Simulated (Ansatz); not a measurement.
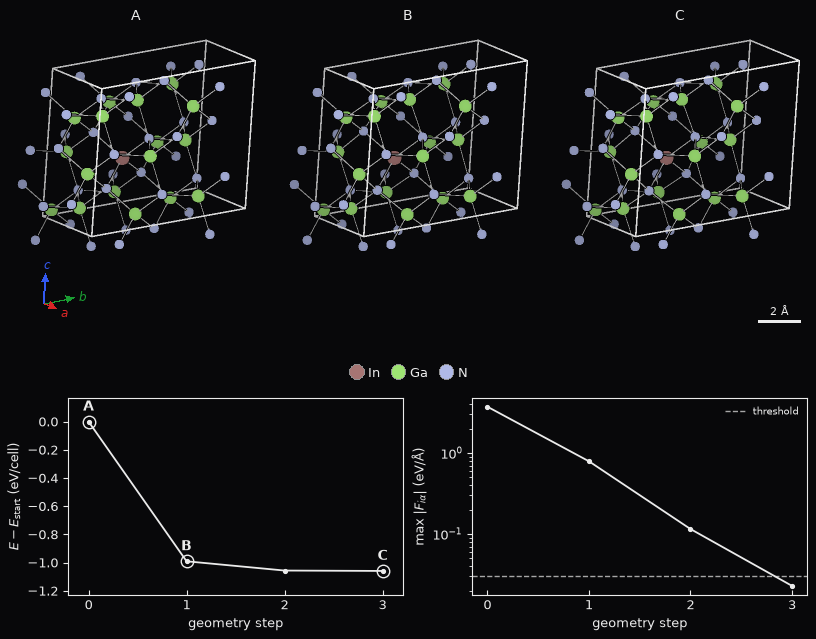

Frames of a relaxation of a defect cell of composition InGa₁₇N₁₈, marked on the history of the run. The picture is a ball-and-stick view of the cell of the calculation (origin shifted), seen slightly off an axis.

All numbers below come from DFT PBEsol, scalar-relativistic, plane waves, PAW in Ansatz. (plane-wave cutoff 420 eV; k-point mesh 2 × 2 × 2; occupations gaussian; smearing width 0.02 eV; mesh shifted by (0.5, 0.5, 0.5); no spin polarisation; atoms relaxed in a fixed cell; force threshold 0.03 eV/Å; at most 40 steps)

Describe the path.

After 3 geometry steps the energy has fallen by 1.059 eV per cell of the calculation. Largest force component: 3.7 eV/Å at the start, 0.023 eV/Å at the end. The atom that moves furthest is an N atom (0.16 Å along [1 1 1]). Largest moves by element: N 0.16 Å, Ga 0.04 Å, In 0.01 Å. The lattice vectors keep their values. Among the contacts that change: In–N 1.953 → 2.105 Å, Ga–N 1.946 → 1.919 Å, Ga–N 1.953 → 1.964 Å, Ga–N 1.946 → 1.939 Å. Among the angles between lasting bonds that change: N–Ga–N 109.8° → 105.8°, In–N–Ga 109.8° → 105.8°, N–Ga–N 109.2° → 105.3°. From step 0 to 1: an N atom moves most (0.12 Å), energy −0.990 eV per cell of the calculation. From step 1 to 3: an N atom moves most (0.04 Å), energy −68.4 meV per cell of the calculation.

```json
{"step": "0", "E − E(0), meV/atom": "0.00", "largest force component, eV/Å": "3.7182"}
{"step": "1", "E − E(0), meV/atom": "-27.51", "largest force component, eV/Å": "0.7893"}
{"step": "2", "E − E(0), meV/atom": "-29.34", "largest force component, eV/Å": "0.1152"}
{"step": "3", "E − E(0), meV/atom": "-29.41", "largest force component, eV/Å": "0.0229"}
```

Limits of the set-up: the periodic images lie only 7.6 Å apart, so the values are limited by the cell's size.
